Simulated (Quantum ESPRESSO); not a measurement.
# As: 7 runs along one coordinate

System: As (Pm-3m, 1 atom in the cell).
Method: Kohn-Sham DFT of a periodic cell, PBE, SSSP 1.3 efficiency PBE, no spin polarisation (Quantum ESPRESSO 7.5).

The 7 runs differ only in the geometry, by an even scaling of the cell at fixed fractional positions. The structure derives from a Materials Project entry.

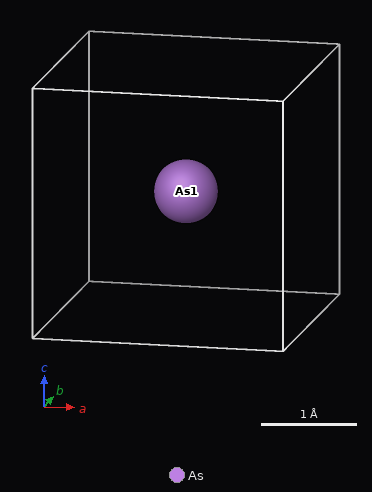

Figure 1. The structure of run 4 (ball-and-stick view of the cell of the calculation, seen slightly off an axis; atoms are numbered from 1 in the order of the input).

**Input file of run 4**
```
&CONTROL
  calculation = 'scf'
  prefix = 'pwscf'
  outdir = './tmp'
  pseudo_dir = './pseudo'
  tprnfor = .true.
  tstress = .true.
  disk_io = 'low'
/
&SYSTEM
  ibrav = 0
  nat = 1
  ntyp = 1
  ecutwfc = 55
  ecutrho = 440
  nbnd = 7
  occupations = 'smearing'
  smearing = 'fd'
  degauss = 0.00367493
/
&ELECTRONS
  conv_thr = 2d-10
  electron_maxstep = 120
  mixing_beta = 0.5
/
ATOMIC_SPECIES
As    74.9216 As.pbe-n-rrkjus_psl.0.2.UPF
CELL_PARAMETERS angstrom
   2.7036817444    0.0000000000    0.0000000000
   0.0000000000    2.7036817444    0.0000000000
   0.0000000000    0.0000000000    2.7036817444
ATOMIC_POSITIONS crystal
As     0.5000000000    0.5000000000    0.5000000000
K_POINTS automatic
10 10 10 0 0 0
```

**File pp_density.in of run 4**
```
&INPUTPP
  prefix = 'pwscf'
  outdir = './tmp'
  filplot = 'density.dat'
  plot_num = 0
/
&PLOT
  nfile = 1
  filepp(1) = 'density.dat'
  iflag = 3
  output_format = 6
  fileout = 'density.cube'
/
```

**File pp_potential.in of run 4**
```
&INPUTPP
  prefix = 'pwscf'
  outdir = './tmp'
  filplot = 'potential.dat'
  plot_num = 11
/
&PLOT
  nfile = 1
  filepp(1) = 'potential.dat'
  iflag = 3
  output_format = 6
  fileout = 'potential.cube'
/
```

Command:
```bash
OMP_NUM_THREADS=1 pw.x -in pw.in > pw.out
OMP_NUM_THREADS=1 pp.x -in pp_density.in > pp_density.out
OMP_NUM_THREADS=1 pp.x -in pp_potential.in > pp_potential.out
```

Lattice vectors (Å) and fractional positions of run 4:
```
   2.703682    0.000000    0.000000
   0.000000    2.703682    0.000000
   0.000000    0.000000    2.703682
As  0.500000  0.500000  0.500000
```

Run 6 has the same physical settings and fractional positions; its lattice vectors (Å) are:
```
   2.739261    0.000000    0.000000
   0.000000    2.739261    0.000000
   0.000000    0.000000    2.739261
```

**Results, with one run withheld**

```tsv
run	volume per atom (Å³)	free energy per atom, from the lowest run given (meV)	pressure (GPa)
1	18.578	42.85	8.71
2	18.973	24.36	6.31
3	19.368	11.44	4.18
4	19.764	3.48	2.28
5	20.159	0.00	0.55
6	20.554	?	?
7	20.949	4.78	−2.41
```

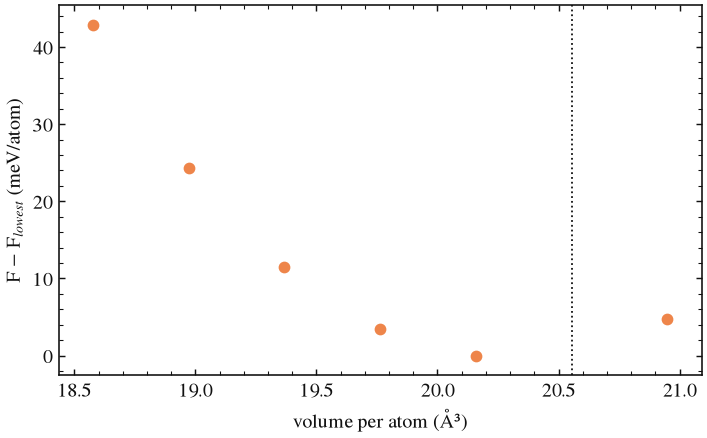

Figure 2. Free energy per atom of the runs given; the dotted line marks run 6.

What should run 6 give?

A cubic polynomial in V^(−2/3) (the Birch–Murnaghan form), fitted to the 6 runs given, misses them by at most 0.01 meV per atom. With x = V^(−2/3) − 0.13753 Å⁻², it reads F = 6.0688 + 4028.8 x + 6.4742e+05 x² + 9.6022e+05 x³ (meV per atom). At run 6 it gives 0.58 meV per atom, and the run itself gives 0.56. The slope of the fit gives a pressure −dF/dV of −0.99 GPa there, and the run prints −1.00 GPa. The fit has its minimum at 20.296 Å³ per atom, where V d²F/dV² gives 80.9 GPa: the bulk modulus at this level, since symmetry fixes the shape and the positions.

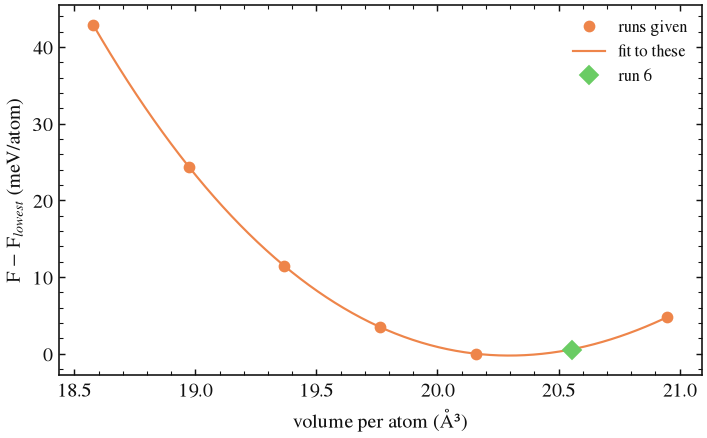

Figure 3. The fit and the withheld run.

**Some lines of the output (run 6)**
```
[...]
     unit-cell volume          =     138.7064 (a.u.)^3
     number of k points=    56  Fermi-Dirac smearing, width (Ry)=  0.0037
     total energy              =     -18.19194062 Ry
     total energy              =     -18.19207815 Ry
     total energy              =     -18.19209129 Ry
     total energy              =     -18.19209185 Ry
     total energy              =     -18.19209186 Ry
     the Fermi energy is     7.7087 ev
!    total energy              =     -18.19209186 Ry
     The total energy is F=E-TS. E is the sum of the following terms:
     Computing stress (Cartesian axis) and pressure
          total   stress  (Ry/bohr**3)                   (kbar)     P=      -10.03
```
